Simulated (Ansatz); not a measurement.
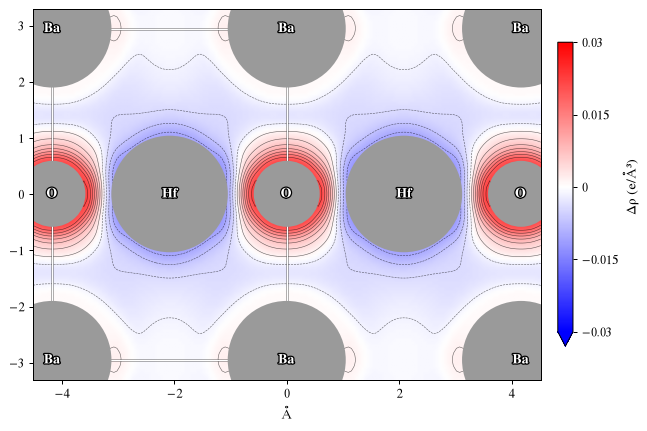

BaHfO$_{3}$: difference of two self-consistent densities at the same geometry, ρ(r2SCAN) − ρ(PBE), on the (011̄) plane of the conventional cell. Grey discs cover the cores, where the PAW densities can't be compared. Cores are masked to 1.0 Å (Ba), 1.0 Å (Hf) and 0.6 Å (O).

Space group P4mm. The cell comes from a database of computed structures, not from a measurement.

Both runs: Ansatz, scalar-relativistic, plane waves and PAW, same cutoff, k-points and PAW files (made with PBE).

Question: What differs between the two levels of theory?

Answer: Against PBE, and outside the masked cores, the largest gain lies at the edge of the masked core of O, and the largest loss lies at the edge of the masked core of Hf. Bader charges are Ba +1.53, Hf +2.59 and O −1.37 e with PBE and Ba +1.57, Hf +2.68 and O −1.42 e with r2SCAN. At this volume the pressure is 4 GPa with PBE and 1 GPa with r2SCAN. The gap on the mesh is 3.68 eV with PBE and 4.21 eV with r2SCAN.

Run times: 22 s (r2SCAN) and 20 s (base cell), on 2 threads of Arm Neoverse V2, on a shared host.
